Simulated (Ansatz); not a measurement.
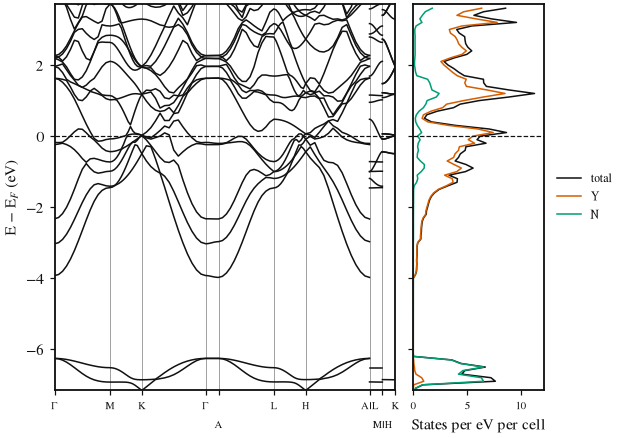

Band structure and density of states. Energies are counted from the Fermi level. The partial curves are projected on Löwdin-orthogonalised atomic shells.

**What lattice type does the k path imply?**

A hexagonal (primitive) lattice: the path Γ–M–K–Γ–A–L–H–A|L–M|H–K runs through the special points of its Brillouin zone.

The material is Y3N2, space group P6/mmm, 5 atoms in the cell; a = 3.42 Å, b = 3.42 Å, c = 12.71 Å, α = 90.00°, β = 90.00°, γ = 120.00°.

Computed with Ansatz: DFT PBE, scalar-relativistic, plane waves, PAW, no spin polarisation, 12×12×4 k mesh, 420 eV cutoff.

**Does this material conduct, going by its bands?**

A metal: bands cross the Fermi level along this path.

**Which levels at H lie nearest to the Fermi level?**

At H the nearest levels lie 0.09 eV below and 0.06 eV above the Fermi level.

**Which states dominate at the Fermi level?**

By projected weight, the states within 0.3 eV of the Fermi level are Y almost alone.

The structure is an invented one, so it need not be a known or stable phase. The electron count is odd and the run has no spin polarisation, so a magnetic state may lie lower.
